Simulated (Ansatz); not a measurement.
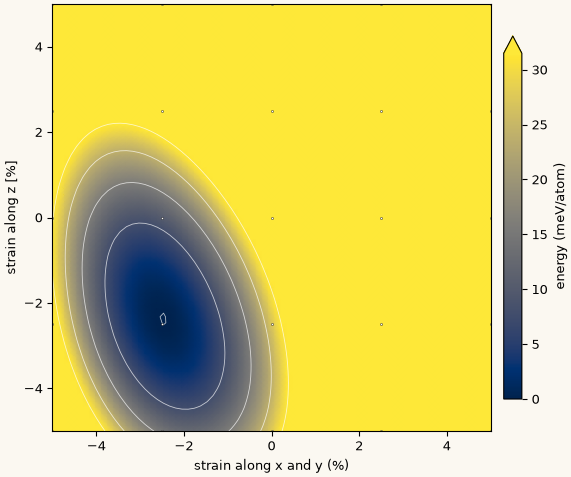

Cr (Im-3m, No. 229; 1 atom in the cell). The cell is strained homogeneously, by one strain along x and y and another along z, with fractional coordinates fixed (x, y and z along the cube axes). Coordinates scanned: (1) strain along x and y; (2) strain along z. The scan uses a 5 × 5 grid. Points are written as (first, second). Energies: meV/atom, counted from the lowest grid point. The runs have no spin polarisation; a magnetic state may lie lower. The reference cell is the one listed in the database, not relaxed at this level. Level of theory: DFT PBEsol, scalar-relativistic, plane waves, PAW in Ansatz 0.2.0. Settings: cutoff 420 eV, k-mesh 24×24×24, gaussian smearing 0.15 eV, no spin polarisation.

Drawn: a smooth colour map with a few white contour lines, dots at the grid points, one colour for all values above the top of the scale. Between grid points the surface is interpolated.

**Estimate the clamped-ion elastic constants that this map fixes.**

With the cell volume of 12.0 Å³, the curvatures of the interpolated surface at its minimum give C₁₁ + C₂₂ + 2C₁₂ ≈ 1400 GPa, C₃₃ ≈ 530 GPa and C₁₃ + C₂₃ ≈ 300 GPa (clamped ions, Cartesian axes of the cell). A stretch of 1 % along z with free sides (kept equal in x and y) would change the in-plane lengths by about −0.22 %.
